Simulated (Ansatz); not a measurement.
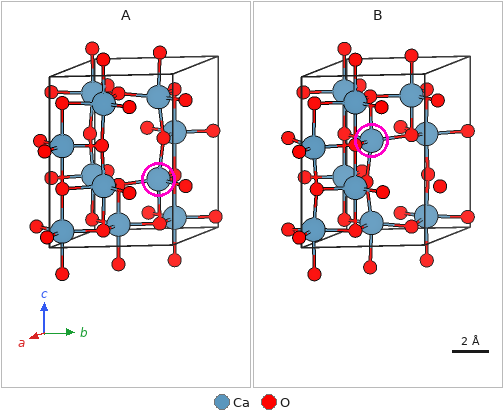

The two relaxed end points of a path for a defect cell of composition Ca11O12 with a Ca vacancy (23 atoms in the cell). A ball-and-stick model of the simulation cell (origin moved), seen slightly off an axis. The moving atom is ringed, with any periodic copies. Bonds to atoms that aren't drawn are left out.

Theory: DFT PBE, scalar-relativistic, plane waves, PAW (Ansatz).

The input:
```yaml
crystal:
  lattice:
    - [-6.0065569693, -3.4678872831, 0.0]
    - [6.0065569692, -3.4678872831, 0.0]
    - [0.0, 0.0, 9.6159461465]
  atoms:
    - { symbol: Ca, position: [0.3333333333, 0.0, 0.875] }
    - { symbol: Ca, position: [1.0, 0.3333333333, 0.375] }
    - { symbol: Ca, position: [1.0, 0.3333333333, 0.875] }
    - { symbol: Ca, position: [0.6666666667, 0.6666666667, 0.375] }
    - { symbol: Ca, position: [0.6666666667, 0.6666666667, 0.875] }
    - { symbol: Ca, position: [0.3333333333, 0.3242919156, 0.1345844784] }
    - { symbol: Ca, position: [0.3333333333, 0.3242919156, 0.6154155216] }
    - { symbol: Ca, position: [1.0090414177, 0.6757080844, 0.1345844784] }
    - { symbol: Ca, position: [1.0090414177, 0.6757080844, 0.6154155216] }
    - { symbol: Ca, position: [0.6576252489, 0.0, 0.1345844784] }
    - { symbol: Ca, position: [0.6576252489, 0.0, 0.6154155216] }
    - { symbol: O, position: [0.3333333333, 0.0, 0.1072857154] }
    - { symbol: O, position: [0.3333333333, 0.0, 0.6427142846] }
    - { symbol: O, position: [1.0, 0.3333333333, 0.123839785] }
    - { symbol: O, position: [1.0, 0.3333333333, 0.626160215] }
    - { symbol: O, position: [0.6666666667, 0.6666666667, 0.123839785] }
    - { symbol: O, position: [0.6666666667, 0.6666666667, 0.626160215] }
    - { symbol: O, position: [0.3333333333, 0.3652833089, 0.375] }
    - { symbol: O, position: [0.3333333333, 0.3356062432, 0.875] }
    - { symbol: O, position: [0.9680500244, 0.6347166911, 0.375] }
    - { symbol: O, position: [0.9977270901, 0.6643937568, 0.875] }
    - { symbol: O, position: [0.6986166423, 0.0, 0.375] }
    - { symbol: O, position: [0.6689395765, 0.0, 0.875] }
basis:
  ecutwfc: 420
kpoints:
  mp_grid: { grid: [3, 3, 2] }
hamiltonian:
  xc: pbe
scf:
  occupations: { method: gaussian, width: 0.05 }
output:
  forces: true
neb:
  images: 5
  f_tol: 0.05
  max_iterations: 60
  order_check: false
  final_atoms:
    - { symbol: Ca, position: [0.3333333333, 0.0090413841, 0.8845844774] }
    - { symbol: Ca, position: [1.0090413841, 0.3333333333, 0.3654155226] }
    - { symbol: Ca, position: [1.0090413841, 0.3333333333, 0.8845844774] }
    - { symbol: Ca, position: [0.6576252826, 0.6576252826, 0.3654155226] }
    - { symbol: Ca, position: [0.6576252826, 0.6576252826, 0.8845844774] }
    - { symbol: Ca, position: [0.3333333333, 0.0090413841, 0.3654155226] }
    - { symbol: Ca, position: [0.3333333333, 0.3333333333, 0.625] }
    - { symbol: Ca, position: [1.0, 0.6666666667, 0.125] }
    - { symbol: Ca, position: [1.0, 0.6666666667, 0.625] }
    - { symbol: Ca, position: [0.6666666667, 0.0, 0.125] }
    - { symbol: Ca, position: [0.6666666667, 0.0, 0.625] }
    - { symbol: O, position: [0.3333333333, -0.0319499614, 0.125] }
    - { symbol: O, position: [0.3333333333, -0.0022728912, 0.625] }
    - { symbol: O, position: [0.9680500386, 0.3333333333, 0.125] }
    - { symbol: O, position: [0.9977271088, 0.3333333333, 0.625] }
    - { symbol: O, position: [0.698616628, 0.698616628, 0.125] }
    - { symbol: O, position: [0.6689395578, 0.6689395578, 0.625] }
    - { symbol: O, position: [0.3333333333, 0.3333333333, 0.3927142465] }
    - { symbol: O, position: [0.3333333333, 0.3333333333, 0.8572857535] }
    - { symbol: O, position: [1.0, 0.6666666667, 0.3761601751] }
    - { symbol: O, position: [1.0, 0.6666666667, 0.8738398249] }
    - { symbol: O, position: [0.6666666667, 0.0, 0.3761601751] }
    - { symbol: O, position: [0.6666666667, 0.0, 0.8738398249] }
```

Launched with:
```bash
ansatz run input.yaml --threads 4 --pin off --max-ram 9216MiB --backend cpu --events-out ev --progress --plain --runs-dir out
```

> What barrier does the band find between them, and by what path?

The two ends have the same energy, and the highest point, image 3, lies 1.66 eV above the start. It is a vacancy jump: a nearby atom moves into the empty site and leaves its own site empty. A Ca atom travels furthest, 3.12 Å from end to end, along [0 −3 2], on a straight line. At the highest image its nearest neighbour (O) is 2.10 Å away, against 2.26 Å at the start, and the surrounding atoms stand up to 0.31 Å off the mean of their end positions. The band converged in 7 iterations, with a climbing image at the top.

Energies of the converged images:

```csv
image,path (Å),E (eV)
0,0.00,0.000
1,0.60,0.303
2,1.21,1.144
3,1.81,1.663
4,2.41,1.144
5,3.01,0.303
6,3.61,0.000
```

The geometry at the top of the path:

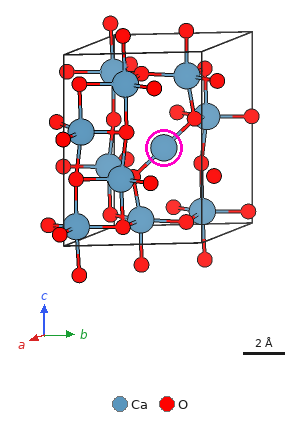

Limits of the set-up: the periodic images lie only 6.9 Å apart, so the values are limited by the cell's size.

The run took 14 min on 4 threads of Arm Neoverse V1, with other jobs on the host, peak memory 2.8 GiB.
